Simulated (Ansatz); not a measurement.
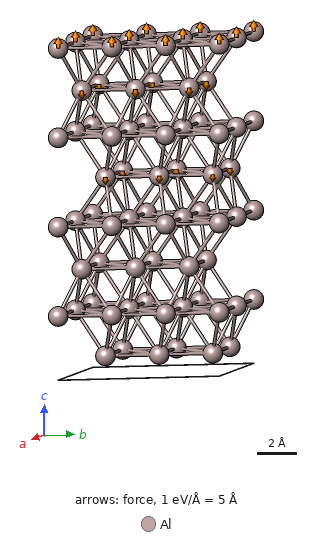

Starting geometry of a slab of composition Al (cut from the P6_3/mmc phase) with the computed forces as orange arrows. Style: ball-and-stick. Shown: the 2 × 3 repeat of the cell, outlined in the plane, without the vacuum, slightly off an axis.

Case: clean slab, lower half held. The slab is the (0 0 1) face of Al. 4 atoms are held fixed.

All numbers below come from DFT PBEsol, scalar-relativistic, plane waves, PAW (Ansatz 0.2.0). Settings: plane-wave cutoff 420 eV; k-point mesh 12 × 12 × 1; occupations gaussian; smearing width 0.1 eV; no spin polarisation; dipole correction; atoms relaxed in a fixed cell; force threshold 0.03 eV/Å; at most 70 steps.

> What follows when this structure is relaxed?

It isn't relaxed: the largest force vector, on an Al atom, is 0.12 eV/Å. The final displacements follow the starting forces only in part (cosine between the two patterns 0.76). An Al atom moves most: 0.052 Å along the normal (+c). The cell doesn't change. Some distances before and after: Al–Al 2.848 → 2.887 Å, Al–Al 2.848 → 2.833 Å, Al–Al 2.848 → 2.859 Å. The energy falls by 3.7 meV per cell of the calculation in 2 geometry steps. Largest force component: 0.12 eV/Å at the start, 0.0025 eV/Å at the end.
